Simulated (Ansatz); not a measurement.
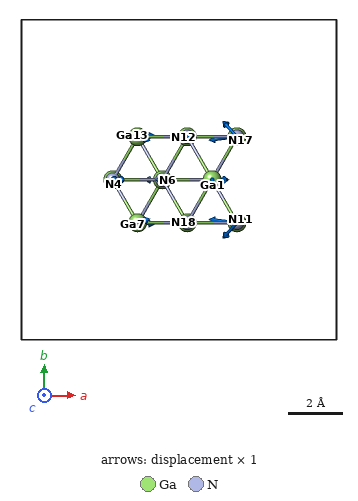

A relaxation of a wire of composition GaN. The starting structure is drawn; blue arrows show the displacements (the part carried along by the change of the cell is left out), at their true length.

A ball-and-stick model of the cell of the calculation, with the vacuum cut short, seen along the c axis.

Case: wire along [1 1 1], 18 atoms a period.

Computed with DFT PBE, scalar-relativistic, plane waves, PAW (Ansatz 0.2.0). Settings: plane-wave cutoff 420 eV; k-point mesh 1 × 1 × 4; occupations gaussian; smearing width 0.05 eV; collinear spin; cell relaxed at fixed a, b, alpha, beta, gamma; force threshold 0.02 eV/Å; at most 45 steps.

> What did the optimiser do to the structure, and how much energy did it gain?

The energy falls by 6.974 eV per cell of the calculation in 15 accepted moves (20 points after the start). Largest force component: 2.4 eV/Å at the start, 0.0059 eV/Å at the end. The line search rejected the trial steps at points 12, 14, 16 of the run. At 2 points the geometry stayed and the basis and grid were re-selected for the new cell (energy shift of 23.7 meV per cell of the calculation at most each time). The largest moves relative to the centre of the atoms, 1.08 Å, are those of Ga atoms. By element the largest moves are Ga 1.08 Å, N 1.00 Å. Along the periodic axis the drawn cell goes c 7.878 → 8.146 Å (+3.4 %). Some distances before and after: Ga–N 3.771 → 2.029 Å, Ga–N 1.970 → 3.469 Å, Ga–N 1.970 → 2.302 Å, Ga–N 1.970 → 1.780 Å. New bonds form, among them: Ga–N (3.77 → 2.03 Å). Bonds break, among them: Ga–N (1.97 → 3.47 Å). Among the angles between lasting bonds that change: N–Ga–N 109.5° → 150.6°, N–Ga–N 109.5° → 139.6°, Ga–N–Ga 109.5° → 130.1°. The program noted that the starting moments weren't kept. The run may lie on a higher electronic state than the lowest, so the end point isn't shown to be the ground-state structure. Cost: 9.2 min on 4 threads of Intel(R) Xeon(R) 6975P-C (Granite Rapids), with other jobs on the host, peak memory 3.4 GiB.
